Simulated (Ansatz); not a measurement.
# CeO₂: what the fields show

Input file:

```
crystal:
  lattice:
    - [0.0, 2.70365, 2.70365]
    - [2.70365, 0.0, 2.70365]
    - [2.70365, 2.70365, 0.0]
  atoms:
    - { symbol: Ce, position: [0.0, 0.0, 0.0], spin: 1.0 }
    - { symbol: O, position: [0.75, 0.75, 0.75] }
    - { symbol: O, position: [0.25, 0.25, 0.25] }
hamiltonian:
  xc: lda
  pseudopotentials: { kind: paw }
magnetization:
  spin_polarized: true
kpoints:
  mp_grid: { grid: [9, 9, 9] }
scf:
  occupations: { method: fermi_dirac, width: 0.05 }
output:
  forces: true
  stress: true
  eigenvalues: true
  write_density: true
  write_potential: true
  elf: true
  volumetric_format: npy
```

Run with:

```sh
ansatz run input.yaml --threads 2 --pin off --max-ram 5632MiB --backend cpu --events-out ev --progress --plain --runs-dir out
```

Below, planes, directions and counts refer to the conventional cell (a = 5.41 Å, b = 5.41 Å, c = 5.41 Å, α = 90.00°, β = 90.00°, γ = 90.00°).

Space group Fm-3m; computed pressure about −5 GPa in this cell; the SCF solution may not be the lowest one; no Hubbard U on the f states and no spin–orbit coupling; the program warned that a starting moment wasn't kept; spin-polarised, but the moments vanished.

These are results of Kohn-Sham DFT of a periodic cell, LDA, Ansatz PAW (Ansatz), not measurements.

Core electrons are frozen (PAW), and the valence fields are smoothed inside the atomic spheres.

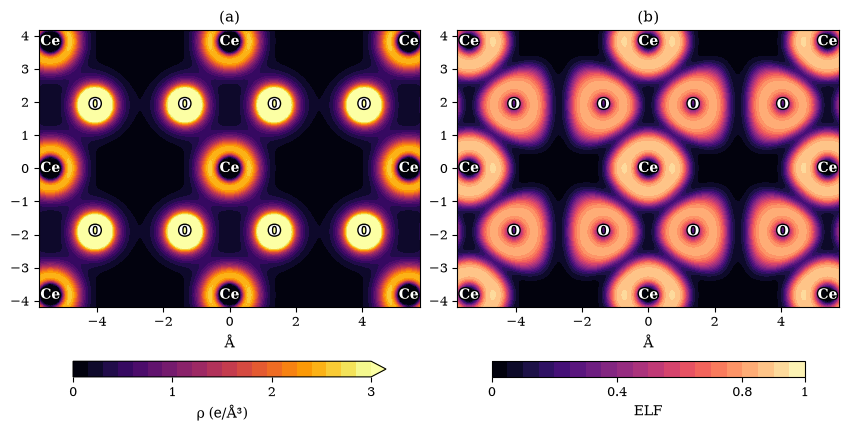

Figure 1. (a) valence pseudo-density; (b) electron localisation function on the (101) plane of the conventional cell.

**Read the bonding off the picture.**

Atoms in the plane: Ce and O.
Ce–O (2.34 Å): ρ at the midpoint is about 0.54 e/Å³, with its minimum of 0.49 e/Å³ about 1.3 Å from Ce; the ELF peaks at about 0.80 in the valence shell of O, 0.6 Å from its nucleus, and drops to about 0.25 between the two atoms; no shared electron pair shows on this line.
Between the atoms the lowest density in this plane is 0.02 e/Å³.
The features right at Ce lie inside the PAW spheres, where the map follows smoothed inner orbitals and isn't to be read closely.

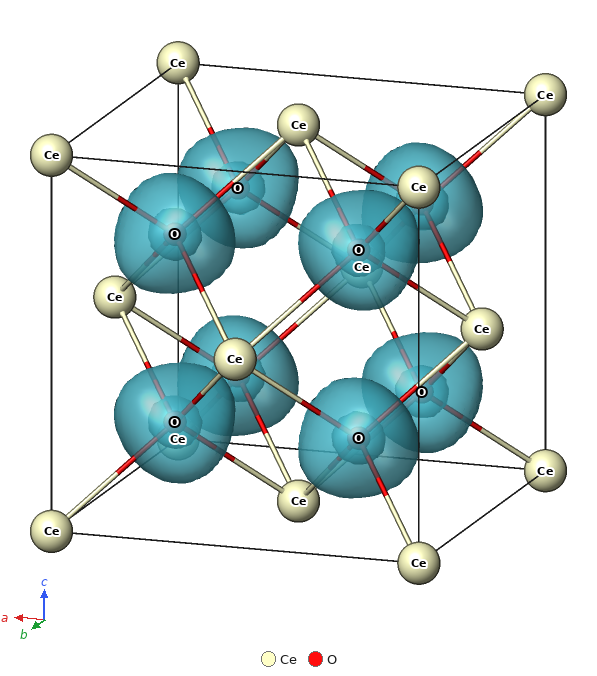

Figure 2. Isosurface of the electron localisation function at 0.7 (cyan), seen at an oblique angle. Only the valence region is drawn (cores and ρ < 0.01 e/Å³ removed). Sticks mark near contacts.

**Describe the localisation domains.**

The surface consists of eight regions wrapped around O (the valence shell of each), counted in one cell of 12 atoms. Any copies at cell faces, edges or corners count once.
